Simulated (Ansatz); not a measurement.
# Single-point calculation of ZrN (part 2 of 2)

Continued. System: ZrN (slab, 14 atoms in the cell). Method: DFT PBE, scalar-relativistic, plane waves, PAW, no spin polarisation (Ansatz 0.2.0); cutoff 420 eV, 11×8×1 k-mesh, Gaussian smearing of 0.1 eV. The structure derives from an entry of the Crystallography Open Database. It belongs to a series of runs on one base structure; here: (1 1 0) slab cut from the bulk.

Geometry of the input (Å; fractional positions):
```
3.2489  0.0000  0.0000
0.0000  4.5947  0.0000
0.0000  0.0000  24.7467
Zr 0.5000  0.5000  0.3031
N  0.5000  0.0000  0.3031
Zr 0.0000  0.0000  0.3687
N  0.0000  0.5000  0.3687
Zr 0.5000  0.5000  0.4344
N  0.5000  0.0000  0.4344
Zr 0.0000  0.0000  0.5000
N  0.0000  0.5000  0.5000
Zr 0.5000  0.5000  0.5656
N  0.5000  0.0000  0.5656
Zr 0.0000  0.0000  0.6313
N  0.0000  0.5000  0.6313
Zr 0.5000  0.5000  0.6969
N  0.5000  0.0000  0.6969
```

Output, continued
```
--- Per-component energies (eV) ---
  E_band       = -1494.668414
  E_kinetic    = 3248.448348
  E_local      = -108455.176314  (includes V_loc(G=0)·N_el)
  E_nonlocal   = 864.136472
  E_hartree    = 52708.442316
  E_xc         = -1560.304842
  E_vxc        = -1882.102661  (∫ρ·V_xc dr)
  E_paw        = -21561.874276  (= ΣΔE_a)
  E_vpaw       = -686.919293  (= ΣTr[D̂ρ^β])
  E_aug_tail   = 0.000798  (compensation charges beyond the density's cutoff)
  E_efield     = 0.000000  (sawtooth field / dipole correction)
  E_vefield    = 0.000000  (∫n·V_field dr)
  E_ewald      = 42762.441271
  E_smearing   = -0.032482  (= −TS)
  E_closure    = -0.000000  (closes the sum)
  Σ components = -31993.918709   (vs F -31993.918709, Δ=0.00e0)
--- Forces (eV/Å), atoms counted from 1 ---
  atom   1  Zr     0.00000000     0.00000000     1.41095773
  atom   2  N      0.00000000     0.00000000     0.81999574
  atom   3  Zr     0.00000000     0.00000000    -1.33494215
  atom   4  N      0.00000000     0.00000000    -0.77402757
  atom   5  Zr     0.00000000     0.00000000    -0.46488093
  atom   6  N      0.00000000     0.00000000     0.05980381
  atom   7  Zr     0.00000000     0.00000000    -0.00000006
  atom   8  N      0.00000000     0.00000000    -0.00000001
  atom   9  Zr     0.00000000     0.00000000     0.46488084
  atom  10  N      0.00000000     0.00000000    -0.05980390
  atom  11  Zr     0.00000000     0.00000000     1.33494222
  atom  12  N      0.00000000     0.00000000     0.77402747
  atom  13  Zr     0.00000000     0.00000000    -1.41095738
  atom  14  N      0.00000000     0.00000000    -0.81999549
  max |Σ_I F_I| component: 3.06e-7 eV/Å
--- Stress (GPa, compression-positive) ---
       -0.642672       0.000000       0.000000
        0.000000      -5.911120       0.000000
        0.000000       0.000000      -2.916448
  P = ⅓ Tr σ = -3.1567 GPa (-31.567 kbar)
--- Band table (eV; the first three rows and the last of 30) ---
  k-point 0: bands = ["-43.3023", "-43.3018", "-43.1612", "-43.1002", "-43.0113", "-42.9301", "-42.9286", "-21.7019", "-21.6683", "-21.6511", "-21.5265", "-21.4340", "-21.4287", "-21.3839", "-21.2470", "-21.2196", "-21.1364", "-21.0940", "-21.0706", "-21.0515", "-21.0444", "-20.9692", "-20.8850", "-20.8628", "-20.8380", "-20.8247", "-20.7499", "-20.7461", "-9.6439", "-9.1469", "-9.1108", "-8.6373", "-8.5337", "-7.2363", "-7.2012", "0.0348", "0.2503", "0.9915", "1.2255", "1.4085", "1.4862", "1.6626", "1.7151", "1.8290", "1.9039", "2.2827", "2.4133", "2.4532", "2.8062", "2.8833", "3.0343", "3.9851", "4.0284", "4.1916", "4.3554", "4.5372", "4.8488", "5.3871", "6.0909", "6.2111", "6.3188", "6.5200", "6.5649", "6.7633", "6.7799", "7.1390", "7.1501", "7.5552", "7.7128", "7.7643", "8.4186", "8.4282", "8.4312", "8.5476"]
  k-point 1: bands = ["-43.3013", "-43.3009", "-43.1561", "-43.0986", "-43.0152", "-42.9322", "-42.9309", "-21.7471", "-21.7036", "-21.6648", "-21.5338", "-21.4627", "-21.4556", "-21.3333", "-21.2226", "-21.1614", "-21.1342", "-21.1259", "-21.0886", "-21.0479", "-20.9675", "-20.9618", "-20.9258", "-20.8509", "-20.8447", "-20.8307", "-20.7571", "-20.7530", "-9.5456", "-9.0823", "-9.0244", "-8.5661", "-8.4558", "-7.1579", "-7.1222", "-0.0849", "0.1101", "0.8809", "1.1790", "1.2277", "1.3596", "1.5266", "1.6145", "1.6407", "1.8529", "2.0727", "2.3594", "2.3699", "2.5908", "2.8117", "2.8737", "3.6257", "3.6807", "3.9236", "4.3157", "4.4462", "4.7206", "5.3929", "6.0158", "6.3577", "6.5011", "6.5213", "6.6662", "6.9146", "7.0297", "7.0855", "7.3099", "7.6361", "7.7735", "7.8266", "8.4326", "8.5691", "8.6137", "8.7730"]
  k-point 2: bands = ["-43.2989", "-43.2986", "-43.1420", "-43.0946", "-43.0266", "-42.9370", "-42.9368", "-21.8358", "-21.7746", "-21.6537", "-21.6492", "-21.4336", "-21.4232", "-21.3828", "-21.1760", "-21.1064", "-21.0983", "-21.0889", "-21.0750", "-21.0370", "-20.9623", "-20.9507", "-20.9239", "-20.8662", "-20.8628", "-20.8221", "-20.7738", "-20.7709", "-9.2929", "-8.9245", "-8.8042", "-8.3866", "-8.2569", "-6.9587", "-6.9208", "-0.3936", "-0.2471", "0.5552", "0.6888", "1.0643", "1.0720", "1.2473", "1.2891", "1.2903", "1.7376", "1.7451", "1.7656", "2.1168", "2.2343", "2.6629", "2.7586", "2.8800", "2.9274", "3.7451", "4.2607", "4.2615", "4.4950", "5.4306", "5.8122", "6.4702", "6.5197", "7.0050", "7.1648", "7.2577", "7.4555", "7.4708", "7.6659", "7.8486", "8.2155", "8.3319", "8.5201", "8.5601", "8.9847", "9.0181"]
  k-point 29: bands = ["-43.2550", "-43.2549", "-43.0663", "-43.0439", "-43.0083", "-42.9015", "-42.8990", "-21.8965", "-21.8469", "-21.7584", "-21.6510", "-21.6175", "-21.5570", "-21.5281", "-21.4891", "-21.4814", "-21.3235", "-21.2809", "-21.2069", "-21.1300", "-21.0890", "-21.0468", "-20.9792", "-20.9697", "-20.9390", "-20.9128", "-20.8985", "-20.8561", "-8.6360", "-8.5064", "-8.3284", "-8.0196", "-7.9223", "-6.4418", "-6.4247", "-0.9103", "-0.8318", "-0.1186", "-0.0307", "0.6636", "0.7575", "0.8821", "0.9383", "1.0329", "1.0618", "1.0841", "1.2857", "1.3832", "1.4767", "1.5030", "2.1616", "2.2302", "2.5531", "2.5571", "3.2849", "3.2888", "6.7742", "6.8015", "7.6327", "7.7131", "7.7132", "7.7605", "8.1537", "8.3270", "8.3730", "8.4155", "8.5900", "8.7363", "8.8073", "8.8912", "9.1935", "9.1958", "9.2814", "9.3794"]
```

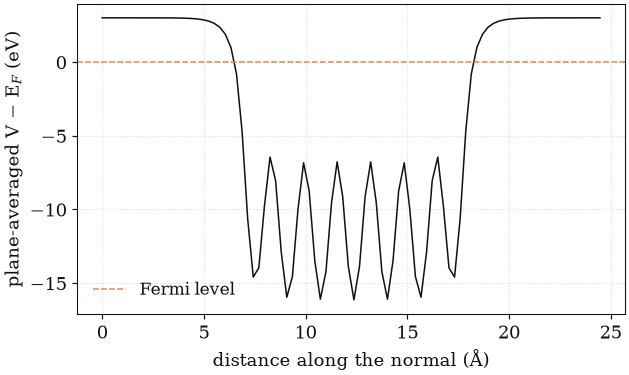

**Figure 1.** Plane average of the electrostatic potential energy of an electron across the cell, from the Fermi level. The vacuum level lies 3.01 eV above the Fermi level.

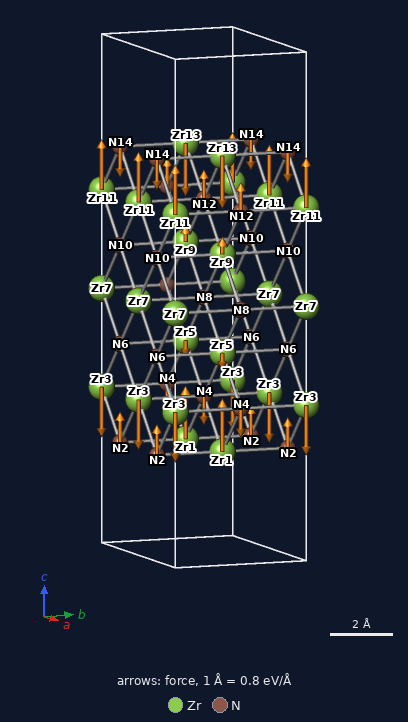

**Figure 2.** Forces on the atoms as orange arrows (ball-and-stick view of the 2 × 1 repeat of the cell, with the vacuum cut short, seen slightly off an axis; atoms are numbered from 1 in the order of the input); the smallest are left out. The largest act on Zr1, Zr13 (1.41 eV/Å); Zr3, Zr11 (1.33 eV/Å); N2, N14 (0.82 eV/Å); N4, N12 (0.77 eV/Å), among others. The geometry is not a stationary point of this energy.

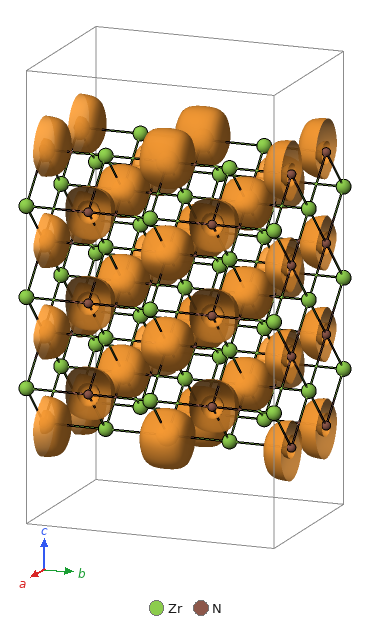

**Figure 3.** Isosurface of the ELF at 0.65 (orange), seen slightly off an axis. Core shells and regions of very low density are left out. Sticks mark near contacts. Along the contacts the grid gives the following. Zr–N (2.30 Å): the ELF peaks at about 0.80 in the valence shell of N, 0.7 Å from its nucleus, and drops to about 0.20 between the two atoms; no shared pair; the contact is polar. In a PAW calculation such maps are meaningful between the atoms, not at the nuclei.

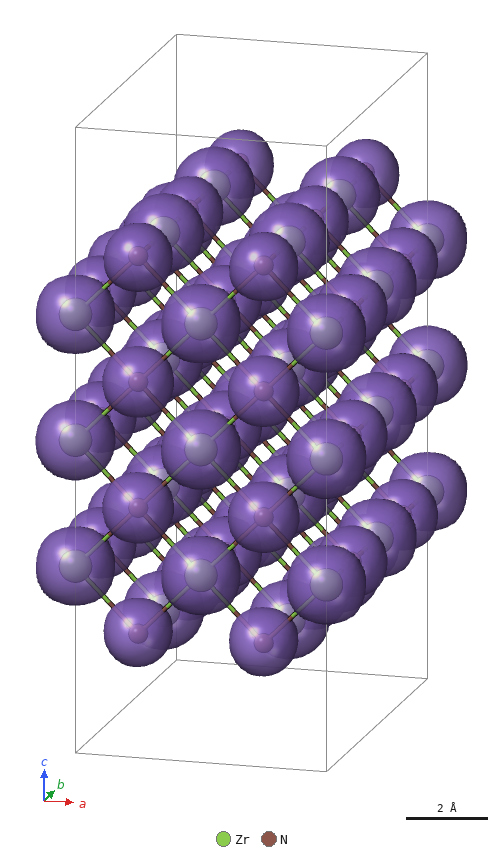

**Figure 4.** Isosurface of the valence pseudo-density at 0.6 e/Å³ (purple), seen slightly off an axis. Sticks mark near contacts. At this value the density breaks into separate islands; it holds about 70 % of the electrons treated as valence (semicore included). It is pinched off along the Zr–N (2.30 Å) contacts. On the grid the lowest density along these lines, outside the cores, is 0.46 e/Å³ (Zr–N, 2.30 Å).
